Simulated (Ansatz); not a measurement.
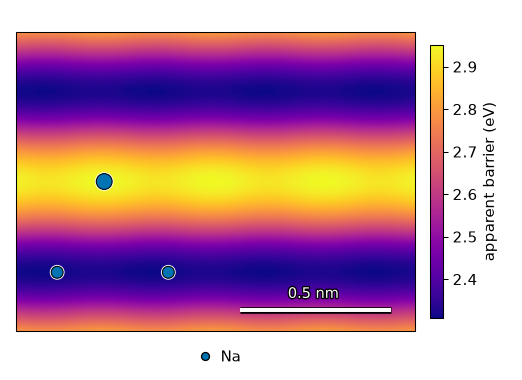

Map of the apparent barrier height, 0.952 eV Å² × (d ln I/dz)², 3.8 Å above Na(211) (Im-3m bulk, 7 atomic planes (those closer than 0.6 Å count as one), 10 Å) at −0.25 V; lighter colours are higher.

Model: Tersoff–Hamann, s-wave tip, no tip–sample forces. Bias windows are sharp sums over the levels of the k mesh.

Level of theory: DFT PBE, scalar-relativistic, plane waves, PAW (Ansatz 0.2.0). Cutoff 420 eV, 20 × 12 k-points, Gaussian smearing 0.1 eV, dipole correction. The slab is a cut without reconstruction beyond its cell, at the source's lattice constants, with its lower half held fixed and the rest relaxed. No spin polarisation.

> Where is the apparent barrier highest and lowest, and over what range?

It is highest, 3.0 eV, over the top Na atoms, and lowest, 2.3 eV, over points just beside the sites above the Na atoms 1.5 Å below the top plane. The vacuum level lies 2.73 eV above zero bias.
